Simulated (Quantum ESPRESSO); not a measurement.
**Phonon calculation of NiO (part 3 of 3)**

NiO (Fm-3m, 2 atoms in the cell); Kohn-Sham DFT of a periodic cell, RPBE, PseudoDojo 0.4.1 SR PBE standard, spin-polarised (Quantum ESPRESSO 7.5); cutoff 1333.36 eV, 6×6×6 k-mesh, fermi-dirac of 0.05 eV, collinear spins. The structure derives from an entry of the Crystallography Open Database.

Geometry of the input (Å; fractional positions):
```
0.0000  2.0859  2.0859
2.0859  0.0000  2.0859
2.0859  2.0859  0.0000
Ni 0.0000  0.0000  0.0000
O  0.5000  0.5000  0.5000
```

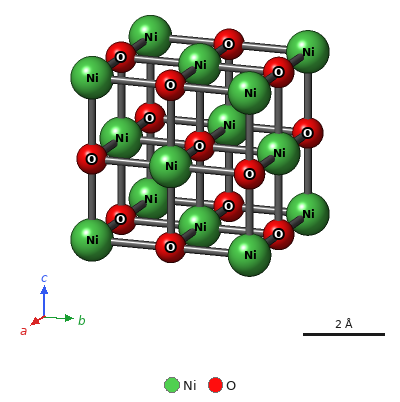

**Figure 1.** The input geometry (ball-and-stick view of the cell 4 times as large as that of the calculation, set on its symmetry axes, seen slightly off an axis).

### Remarks

The record of the run, not the program, notes: potentials made for another functional; mesh may be thin for phonons of a metal. Points of doubt noted for this run: coarse mesh; mesh may be thin for phonons of a metal; potentials made for another functional.
